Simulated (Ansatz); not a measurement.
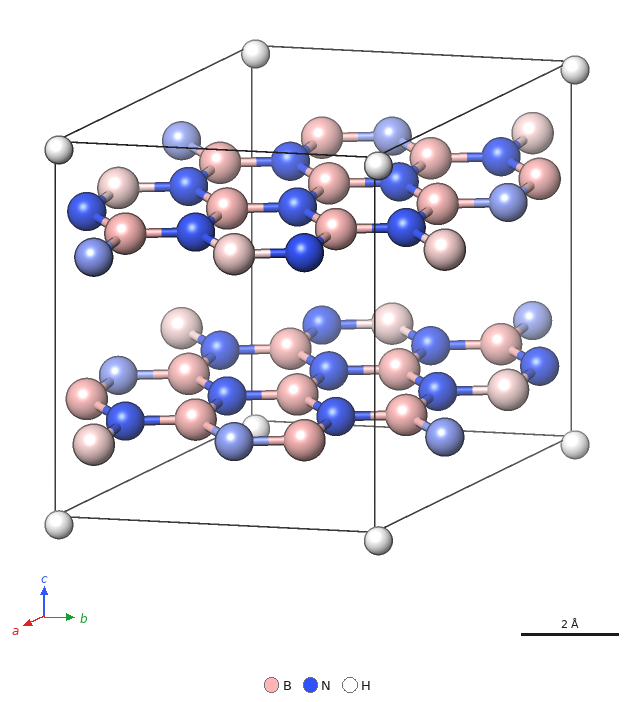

Figure 1. The structure as given in the input (ball-and-stick view of the cell of the calculation, seen at an oblique angle; neighbours outside the cell are drawn fainter). An atom can appear more than once, as a periodic image.

**Run report: B14HN14 (charge −1), geometry relaxation (part 1 of 3)**

System: B14HN14 (defect cell, 29 atoms in the cell, total charge −1).
Method: DFT PBE, scalar-relativistic, plane waves, PAW, no spin polarisation (Ansatz 0.2.0).

The structure derives from a Materials Project entry. It belongs to a series of runs on one base structure; here: H interstitial, charge -1, atoms relaxed.

## Input file
```yaml
crystal:
  lattice:
    - [6.2804528854, -2.1756126984, 0.0]
    - [-5.0243623083, -4.3512253968, 0.0]
    - [0.0, 0.0, -8.3431560662]
  atoms:
    - { symbol: B, position: [0.0952380952, 0.619047619, 0.75] }
    - { symbol: B, position: [0.380952381, 0.4761904762, 0.75] }
    - { symbol: B, position: [0.9523809524, 0.1904761905, 0.75] }
    - { symbol: B, position: [0.6666666667, 0.3333333333, 0.75] }
    - { symbol: B, position: [0.2380952381, 0.0476190476, 0.75] }
    - { symbol: B, position: [0.8095238095, 0.7619047619, 0.75] }
    - { symbol: B, position: [0.5238095238, 0.9047619048, 0.75] }
    - { symbol: B, position: [0.3333333333, 0.6666666667, 0.25] }
    - { symbol: B, position: [0.619047619, 0.5238095238, 0.25] }
    - { symbol: B, position: [0.1904761905, 0.2380952381, 0.25] }
    - { symbol: B, position: [0.9047619048, 0.380952381, 0.25] }
    - { symbol: B, position: [0.4761904762, 0.0952380952, 0.25] }
    - { symbol: B, position: [0.0476190476, 0.8095238095, 0.25] }
    - { symbol: B, position: [0.7619047619, 0.9523809524, 0.25] }
    - { symbol: "N", position: [0.0952380952, 0.619047619, 0.25] }
    - { symbol: "N", position: [0.380952381, 0.4761904762, 0.25] }
    - { symbol: "N", position: [0.9523809524, 0.1904761905, 0.25] }
    - { symbol: "N", position: [0.6666666667, 0.3333333333, 0.25] }
    - { symbol: "N", position: [0.2380952381, 0.0476190476, 0.25] }
    - { symbol: "N", position: [0.8095238095, 0.7619047619, 0.25] }
    - { symbol: "N", position: [0.5238095238, 0.9047619048, 0.25] }
    - { symbol: "N", position: [0.3333333333, 0.6666666667, 0.75] }
    - { symbol: "N", position: [0.619047619, 0.5238095238, 0.75] }
    - { symbol: "N", position: [0.1904761905, 0.2380952381, 0.75] }
    - { symbol: "N", position: [0.9047619048, 0.380952381, 0.75] }
    - { symbol: "N", position: [0.4761904762, 0.0952380952, 0.75] }
    - { symbol: "N", position: [0.0476190476, 0.8095238095, 0.75] }
    - { symbol: "N", position: [0.7619047619, 0.9523809524, 0.75] }
    - { symbol: H, position: [0.0233620209, 0.0262596585, -0.0155162297] }
total_charge: -1
basis:
  ecutwfc: 420
  xc_grid: 2
kpoints:
  mp_grid: { grid: [2, 2, 2], shift: [0.0, 0.0, 0.0] }
hamiltonian:
  xc: pbe
scf:
  occupations: { method: gaussian, width: 0.02 }
output:
  forces: true
  stress: false
  eigenvalues: true
  write_density: true
  write_potential: true
  elf: true
  volumetric_format: npy
relax:
  adjacent_minimum: "off"
  f_tol: 0.02
  max_steps: 60
```

Run on 4 threads of Arm Neoverse V2, 24 GiB of memory available, shared host.

Launched with:
```bash
ansatz run input.yaml --threads 4 --pin off --max-ram 10240MiB --backend cpu --events-out ev --progress --plain --runs-dir out
```

## The program's output
```
Engine: ansatz 0.2.0, aarch64-unknown-linux-gnu
Pseudopotentials: kind: paw
Pseudopotential: B, paw, valence charge 3, recommended cutoff 420 eV (normal), B.paw.azcp
Pseudopotential: N, paw, valence charge 5, recommended cutoff 420 eV (normal), N.paw.azcp
Pseudopotential: H, paw, valence charge 1, recommended cutoff 420 eV (normal), H.paw.azcp
Functional definition: PBE
  parameter kappa = 0.804
  parameter beta = 0.06672455060314922
  exchange = pbe_x(kappa = kappa, mu = beta*pi^2/3)
  correlation = pbe_c(beta = beta)
Crystal: 29 atoms, lattice volume = 319.199 Å³
Basis set: ecut = 420 eV, 6195 PW (Γ), exchange–correlation on 90×90×120 points (8 copies of the dense FFT grid, shifted against one another)
Bands: 86, of which v1, the nominal top of the filled ones, is band 57 counted from 1 (56 counted from 0)
Symmetry: 1 space group operations
Space group: P1 (ITA 1), of the structure as read, at distance tolerance 6.8e-5 Å
k-points: 8
Non-local potential: B, projectors of the file, l = 0: 2, l = 1: 2, l = 2: 1
Non-local potential: N, projectors of the file, l = 0: 2, l = 1: 2, l = 2: 1
Non-local potential: H, projectors of the file, l = 0: 2, l = 1: 1
PAW form: soft (Blöchl's): semilocal exchange-correlation on the pseudo side does not see the compensation charge
PAW one-centre angular grid: B, 110 points (default); XC on 64 Gauss nodes
PAW one-centre angular grid: N, 110 points (default); XC on 64 Gauss nodes
PAW one-centre angular grid: H, 110 points (default); XC on 64 Gauss nodes
Initial density: superposition of atomic densities (neutral atoms scaled as one to the charged cell's electrons: chi_scale 0, normalization atom), corrected by the library's trained network
Initial wavefunctions: pseudopotential atomic-orbital guess
Functional: x = pbe(κ = 0.804, μ = 0.2195149727645171), c = pbe(β = 0.06672455060314922)
SCF iter   1: F=—  HF=-7602.804260 eV  |F-HF|=—  |Δ(HF+E_count)|=         —  Δρ=2.32e-2  dr2=3.03e0  ethr=1.77e-3  ⟨swp⟩=6.1  Hψ=3135  notcnv=0  defer=100
preconditioner: auto → Resta (q_TF=auto, 2.298 Å⁻¹)  ε∞=3.2  [insulator: Δε(μ)=3.000 eV  Ē_g=15.126 eV  σ=0.020 eV  W_gap=1.00  n_scr=60 (ndim 8)  ℏωp=22.2 eV  f_vac=0.208  D(μ)=0.00/eV (n_scr^D=0)  ε∞_Penn≈3.2]
SCF iter   2: F=—  HF=-7601.885267 eV  |F-HF|=—  |Δ(HF+E_count)|=   9.19e-1  Δρ=6.64e-3  dr2=3.94e-1  ethr=1.77e-3  ⟨swp⟩=3.0  Hψ=1203  notcnv=0  defer=175
SCF iter   3: F=—  HF=-7601.771860 eV  |F-HF|=—  |Δ(HF+E_count)|=   1.13e-1  Δρ=3.28e-3  dr2=4.10e-2  ethr=3.46e-4  ⟨swp⟩=2.1  Hψ=852  notcnv=0  defer=181
SCF iter   4: F=—  HF=-7601.770260 eV  |F-HF|=—  |Δ(HF+E_count)|=   1.60e-3  Δρ=1.54e-3  dr2=9.47e-3  ethr=3.60e-5  ⟨swp⟩=3.0  Hψ=1166  notcnv=0  defer=181
SCF iter   5: F=—  HF=-7601.771612 eV  |F-HF|=—  |Δ(HF+E_count)|=   1.35e-3  Δρ=3.08e-4  dr2=4.31e-4  ethr=8.31e-6  ⟨swp⟩=2.0  Hψ=825  notcnv=0  defer=181
SCF iter   6: F=—  HF=-7601.771944 eV  |F-HF|=—  |Δ(HF+E_count)|=   3.33e-4  Δρ=1.75e-4  dr2=9.45e-5  ethr=3.78e-7  ⟨swp⟩=2.0  Hψ=957  notcnv=0  defer=181
SCF iter   7: F=—  HF=-7601.771992 eV  |F-HF|=—  |Δ(HF+E_count)|=   4.72e-5  Δρ=6.57e-5  dr2=1.64e-5  ethr=8.29e-8  ⟨swp⟩=2.0  Hψ=943  notcnv=0  defer=181
SCF iter   8: F=-7601.772005 eV  HF=-7601.772004 eV  |F-HF|=9.55e-7  |Δ(HF+E_count)|=   1.25e-5  Δρ=1.15e-5  dr2=5.03e-7  ethr=8.77e-9  ⟨swp⟩=27.0  Hψ=7220  notcnv=0
SCF 1 converged in 8 iterations: F = -7601.772005 eV  dr2 = 5.03e-7
  greatest PAW one-centre occupation: 0.799 electrons in one spin orbital (limit 2), on the N atom at site 23 (counted from 0), in its partial waves of l = 0
relax step   1: F+E_penalty+E_count = -7601.77200499 eV  Δ(F+E_penalty+E_count) = +0.000e0 eV  max|allowed force component| = 1.192e0 eV/Å  Δτ_max = 0.0000 Å  (8 SCF iters, dr2 threshold 1.00e-5 eV, accepted)
Initial density: handed on by an earlier stage of this run
Initial wavefunctions: those handed on with the density
iter 1 solved again at ethr=1.32e-3 eV; its pass at ethr=3.10e-3 eV (dr2=1.51e0 eV) is discarded
SCF iter   1: F=—  HF=-7602.531450 eV  |F-HF|=—  |Δ(HF+E_count)|=         —  Δρ=2.28e-2  dr2=1.53e0  ethr=1.32e-3  ⟨swp⟩=1.0  Hψ=2806  notcnv=0  defer=148
preconditioner: auto → Resta (q_TF=auto, 2.298 Å⁻¹)  ε∞=3.1  [insulator: Δε(μ)=1.787 eV  Ē_g=15.315 eV  σ=0.020 eV  W_gap=1.00  n_scr=60 (ndim 8)  ℏωp=22.2 eV  f_vac=0.182  D(μ)=0.00/eV (n_scr^D=0)  ε∞_Penn≈3.1]
SCF iter   2: F=—  HF=-7602.172375 eV  |F-HF|=—  |Δ(HF+E_count)|=   3.59e-1  Δρ=1.03e-2  dr2=2.16e-1  ethr=1.32e-3  ⟨swp⟩=2.9  Hψ=874  notcnv=0  defer=148
SCF iter   3: F=—  HF=-7602.137061 eV  |F-HF|=—  |Δ(HF+E_count)|=   3.53e-2  Δρ=2.49e-3  dr2=1.95e-2  ethr=1.89e-4  ⟨swp⟩=3.6  Hψ=1162  notcnv=0  defer=181
SCF iter   4: F=—  HF=-7602.136160 eV  |F-HF|=—  |Δ(HF+E_count)|=   9.02e-4  Δρ=1.04e-3  dr2=3.97e-3  ethr=1.71e-5  ⟨swp⟩=2.6  Hψ=985  notcnv=0  defer=181
SCF iter   5: F=—  HF=-7602.135767 eV  |F-HF|=—  |Δ(HF+E_count)|=   3.93e-4  Δρ=2.49e-4  dr2=2.54e-4  ethr=3.48e-6  ⟨swp⟩=2.1  Hψ=960  notcnv=0  defer=181
SCF iter   6: F=—  HF=-7602.135962 eV  |F-HF|=—  |Δ(HF+E_count)|=   1.96e-4  Δρ=9.51e-5  dr2=3.50e-5  ethr=2.23e-7  ⟨swp⟩=2.2  Hψ=862  notcnv=0  defer=181
SCF iter   7: F=-7602.136004 eV  HF=-7602.136004 eV  |F-HF|=2.34e-7  |Δ(HF+E_count)|=   4.22e-5  Δρ=3.86e-5  dr2=4.21e-6  ethr=3.07e-8  ⟨swp⟩=25.5  Hψ=8324  notcnv=0
SCF 2 converged in 7 iterations: F = -7602.136004 eV  dr2 = 4.21e-6
[... from here on the iterations of each SCF are left out, up to the last one ...]
relax step   2: F+E_penalty+E_count = -7602.13600407 eV  Δ(F+E_penalty+E_count) = -3.640e-1 eV  max|allowed force component| = 4.710e-1 eV/Å  Δτ_max = 0.1906 Å  (7 SCF iters, dr2 threshold 8.88e-5 eV, accepted)
preconditioner: auto → Resta (q_TF=auto, 2.298 Å⁻¹)  ε∞=3.1  [insulator: Δε(μ)=1.860 eV  Ē_g=15.339 eV  σ=0.020 eV  W_gap=1.00  n_scr=60 (ndim 8)  ℏωp=22.2 eV  f_vac=0.158  D(μ)=0.00/eV (n_scr^D=0)  ε∞_Penn≈3.1]
SCF 3 converged in 7 iterations: F = -7602.256159 eV  dr2 = 3.58e-6
relax step   3: F+E_penalty+E_count = -7602.25615855 eV  Δ(F+E_penalty+E_count) = -1.202e-1 eV  max|allowed force component| = 1.700e-1 eV/Å  Δτ_max = 0.1358 Å  (7 SCF iters, dr2 threshold 1.39e-5 eV, accepted)
preconditioner: auto → Resta (q_TF=auto, 2.298 Å⁻¹)  ε∞=3.1  [insulator: Δε(μ)=1.716 eV  Ē_g=15.349 eV  σ=0.020 eV  W_gap=1.00  n_scr=60 (ndim 8)  ℏωp=22.2 eV  f_vac=0.155  D(μ)=0.00/eV (n_scr^D=0)  ε∞_Penn≈3.1]
SCF 4 converged in 7 iterations: F = -7602.285584 eV  dr2 = 1.31e-6
relax step   4: F+E_penalty+E_count = -7602.28558388 eV  Δ(F+E_penalty+E_count) = -2.943e-2 eV  max|allowed force component| = 1.783e-1 eV/Å  Δτ_max = 0.1107 Å  (7 SCF iters, dr2 threshold 3.77e-6 eV, accepted)
preconditioner: auto → Resta (q_TF=auto, 2.298 Å⁻¹)  ε∞=3.1  [insulator: Δε(μ)=1.668 eV  Ē_g=15.359 eV  σ=0.020 eV  W_gap=1.00  n_scr=60 (ndim 8)  ℏωp=22.2 eV  f_vac=0.153  D(μ)=0.00/eV (n_scr^D=0)  ε∞_Penn≈3.1]
SCF 5 converged in 6 iterations: F = -7602.312973 eV  dr2 = 3.94e-6
relax step   5: F+E_penalty+E_count = -7602.31297296 eV  Δ(F+E_penalty+E_count) = -2.739e-2 eV  max|allowed force component| = 4.048e-1 eV/Å  Δτ_max = 0.1739 Å  (6 SCF iters, dr2 threshold 4.14e-6 eV, accepted)
preconditioner: auto → Resta (q_TF=auto, 2.298 Å⁻¹)  ε∞=3.1  [insulator: Δε(μ)=1.721 eV  Ē_g=15.349 eV  σ=0.020 eV  W_gap=1.00  n_scr=60 (ndim 8)  ℏωp=22.2 eV  f_vac=0.153  D(μ)=0.00/eV (n_scr^D=0)  ε∞_Penn≈3.1]
SCF 6 converged in 6 iterations: F = -7602.380762 eV  dr2 = 5.35e-6
relax step   6: F+E_penalty+E_count = -7602.38076221 eV  Δ(F+E_penalty+E_count) = -6.779e-2 eV  max|allowed force component| = 6.374e-1 eV/Å  Δτ_max = 0.2000 Å  (6 SCF iters, dr2 threshold 1.00e-4 eV, accepted)
preconditioner: auto → Resta (q_TF=auto, 2.298 Å⁻¹)  ε∞=3.1  [insulator: Δε(μ)=1.826 eV  Ē_g=15.346 eV  σ=0.020 eV  W_gap=1.00  n_scr=60 (ndim 8)  ℏωp=22.2 eV  f_vac=0.155  D(μ)=0.00/eV (n_scr^D=0)  ε∞_Penn≈3.1]
SCF 7 converged in 6 iterations: F = -7602.490365 eV  dr2 = 3.33e-6
relax step   7: F+E_penalty+E_count = -7602.49036463 eV  Δ(F+E_penalty+E_count) = -1.096e-1 eV  max|allowed force component| = 1.036e0 eV/Å  Δτ_max = 0.1953 Å  (6 SCF iters, dr2 threshold 1.00e-4 eV, accepted)
preconditioner: auto → Resta (q_TF=auto, 2.298 Å⁻¹)  ε∞=3.1  [insulator: Δε(μ)=1.976 eV  Ē_g=15.339 eV  σ=0.020 eV  W_gap=1.00  n_scr=60 (ndim 8)  ℏωp=22.2 eV  f_vac=0.156  D(μ)=0.00/eV (n_scr^D=0)  ε∞_Penn≈3.1]
SCF 8 converged in 6 iterations: F = -7602.700569 eV  dr2 = 4.57e-6
relax step   8: F+E_penalty+E_count = -7602.70056855 eV  Δ(F+E_penalty+E_count) = -2.102e-1 eV  max|allowed force component| = 1.645e0 eV/Å  Δτ_max = 0.1948 Å  (6 SCF iters, dr2 threshold 1.00e-4 eV, accepted)
preconditioner: auto → Resta (q_TF=auto, 2.298 Å⁻¹)  ε∞=3.1  [insulator: Δε(μ)=2.201 eV  Ē_g=15.325 eV  σ=0.020 eV  W_gap=1.00  n_scr=60 (ndim 8)  ℏωp=22.2 eV  f_vac=0.160  D(μ)=0.00/eV (n_scr^D=0)  ε∞_Penn≈3.1]
SCF 9 converged in 6 iterations: F = -7603.085960 eV  dr2 = 6.26e-6
relax step   9: F+E_penalty+E_count = -7603.08596022 eV  Δ(F+E_penalty+E_count) = -3.854e-1 eV  max|allowed force component| = 2.434e0 eV/Å  Δτ_max = 0.1943 Å  (6 SCF iters, dr2 threshold 1.00e-4 eV, accepted)
preconditioner: auto → Resta (q_TF=auto, 2.298 Å⁻¹)  ε∞=3.1  [insulator: Δε(μ)=2.834 eV  Ē_g=15.276 eV  σ=0.020 eV  W_gap=1.00  n_scr=60 (ndim 8)  ℏωp=22.2 eV  f_vac=0.167  D(μ)=0.00/eV (n_scr^D=0)  ε∞_Penn≈3.1]
SCF 10 converged in 6 iterations: F = -7603.659435 eV  dr2 = 1.16e-5
relax step  10: F+E_penalty+E_count = -7603.65943487 eV  Δ(F+E_penalty+E_count) = -5.735e-1 eV  max|allowed force component| = 4.274e-1 eV/Å  Δτ_max = 0.1968 Å  (6 SCF iters, dr2 threshold 1.00e-4 eV, accepted)
preconditioner: auto → Resta (q_TF=auto, 2.298 Å⁻¹)  ε∞=3.1  [insulator: Δε(μ)=2.470 eV  Ē_g=15.231 eV  σ=0.020 eV  W_gap=1.00  n_scr=60 (ndim 8)  ℏωp=22.2 eV  f_vac=0.192  D(μ)=0.00/eV (n_scr^D=0)  ε∞_Penn≈3.1]
SCF 11 converged in 6 iterations: F = -7603.705791 eV  dr2 = 6.36e-6
relax step  11: F+E_penalty+E_count = -7603.70579116 eV  Δ(F+E_penalty+E_count) = -4.636e-2 eV  max|allowed force component| = 3.299e-1 eV/Å  Δτ_max = 0.1262 Å  (6 SCF iters, dr2 threshold 1.14e-5 eV, accepted)
preconditioner: auto → Resta (q_TF=auto, 2.298 Å⁻¹)  ε∞=3.1  [insulator: Δε(μ)=2.307 eV  Ē_g=15.203 eV  σ=0.020 eV  W_gap=1.00  n_scr=60 (ndim 8)  ℏωp=22.2 eV  f_vac=0.183  D(μ)=0.00/eV (n_scr^D=0)  ε∞_Penn≈3.1]
SCF 12 converged in 5 iterations: F = -7603.715265 eV  dr2 = 2.65e-6
relax step  12: F+E_penalty+E_count = -7603.71526510 eV  Δ(F+E_penalty+E_count) = -9.474e-3 eV  max|allowed force component| = 1.539e-1 eV/Å  Δτ_max = 0.0434 Å  (5 SCF iters, dr2 threshold 6.80e-6 eV, accepted)
preconditioner: auto → Resta (q_TF=auto, 2.298 Å⁻¹)  ε∞=3.1  [insulator: Δε(μ)=2.347 eV  Ē_g=15.210 eV  σ=0.020 eV  W_gap=1.00  n_scr=60 (ndim 8)  ℏωp=22.2 eV  f_vac=0.179  D(μ)=0.00/eV (n_scr^D=0)  ε∞_Penn≈3.1]
SCF 13 converged in 5 iterations: F = -7603.719243 eV  dr2 = 4.61e-6
relax step  13: F+E_penalty+E_count = -7603.71924300 eV  Δ(F+E_penalty+E_count) = -3.978e-3 eV  max|allowed force component| = 2.346e-2 eV/Å  Δτ_max = 0.0397 Å  (5 SCF iters, dr2 threshold 5.16e-6 eV, accepted)
preconditioner: auto → Resta (q_TF=auto, 2.298 Å⁻¹)  ε∞=3.1  [insulator: Δε(μ)=2.348 eV  Ē_g=15.206 eV  σ=0.020 eV  W_gap=1.00  n_scr=60 (ndim 8)  ℏωp=22.2 eV  f_vac=0.179  D(μ)=0.00/eV (n_scr^D=0)  ε∞_Penn≈3.1]
SCF 14 converged in 7 iterations: F = -7603.719722 eV  dr2 = 1.14e-8
relax step  14: F+E_penalty+E_count = -7603.71972214 eV  Δ(F+E_penalty+E_count) = -4.791e-4 eV  max|allowed force component| = 1.168e-2 eV/Å  Δτ_max = 0.0143 Å  (7 SCF iters, accepted)
preconditioner: auto → Resta (q_TF=auto, 2.298 Å⁻¹)  ε∞=3.1  [insulator: Δε(μ)=2.357 eV  Ē_g=15.210 eV  σ=0.020 eV  W_gap=1.00  n_scr=60 (ndim 8)  ℏωp=22.2 eV  f_vac=0.178  D(μ)=0.00/eV (n_scr^D=0)  ε∞_Penn≈3.1]
SCF 15 converged in 7 iterations: F = -7603.720162 eV  dr2 = 4.65e-8
relax step  15: F+E_penalty+E_count = -7603.72016203 eV  Δ(F+E_penalty+E_count) = -4.399e-4 eV  max|allowed force component| = 1.229e-2 eV/Å  Δτ_max = 0.0241 Å  (7 SCF iters, accepted)
preconditioner: auto → Resta (q_TF=auto, 2.298 Å⁻¹)  ε∞=3.1  [insulator: Δε(μ)=2.375 eV  Ē_g=15.212 eV  σ=0.020 eV  W_gap=1.00  n_scr=60 (ndim 8)  ℏωp=22.2 eV  f_vac=0.177  D(μ)=0.00/eV (n_scr^D=0)  ε∞_Penn≈3.1]
SCF 16 converged in 8 iterations: F = -7603.720689 eV  dr2 = 9.39e-9
relax step  16: F+E_penalty+E_count = -7603.72068919 eV  Δ(F+E_penalty+E_count) = -5.272e-4 eV  max|allowed force component| = 1.696e-2 eV/Å  Δτ_max = 0.0456 Å  (8 SCF iters, accepted)
```
